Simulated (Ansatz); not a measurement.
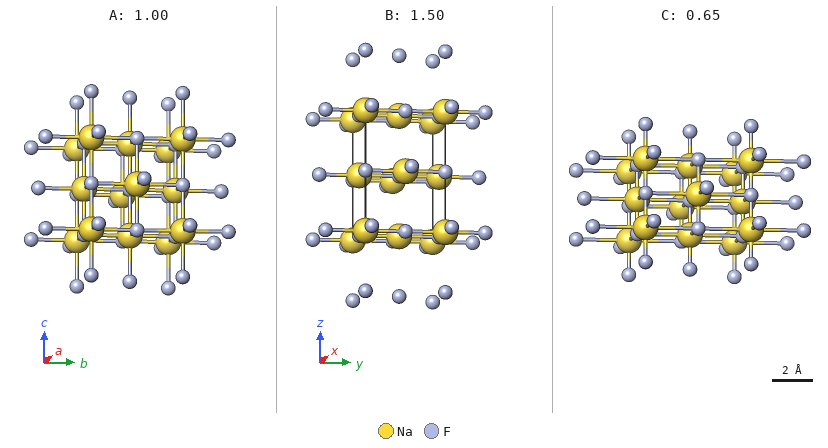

A scan of solid NaF (Fm-3m): the ratio of the cell's length along z to its lengths across, counted as 1 for the reference, is changed at fixed volume (a tetragonal or Bain path), with the atoms kept at their fractional coordinates. x, y and z are the Cartesian axes of the input. Style: ball-and-stick. Shown: the conventional cell (4 times the calculation's cell), along the a axis, with a slight tilt. Lengths and directions refer to the drawn axes.

The calculation used Ansatz 0.2.0, DFT PBE, scalar-relativistic, plane waves, PAW. (plane-wave cutoff 420 eV; k-point mesh 10 × 10 × 10; occupations gaussian; smearing width 0.05 eV; no spin polarisation). Energies (free energies at the smearing named) are counted from the cell as listed in its source, which wasn't relaxed.

Question: Rank the frames from lowest to highest energy.

Answer: Lowest first: A (the relative ratio 1.00, 0 meV/atom), B (the relative ratio 1.50, 308 meV/atom), C (the relative ratio 0.65, 886 meV/atom). Over the whole scan: the lowest computed point lies at the relative ratio 1.00 (0 meV/atom). The unrelaxed reference is under a pressure of 1.7 GPa. The distortion takes the space group from Fm-3m to I4/mmm. At the relative ratio 1.50 the cell of the drawing goes a 4.647 → 4.059 Å, b 4.647 → 4.059 Å, c 4.647 → 6.089 Å.
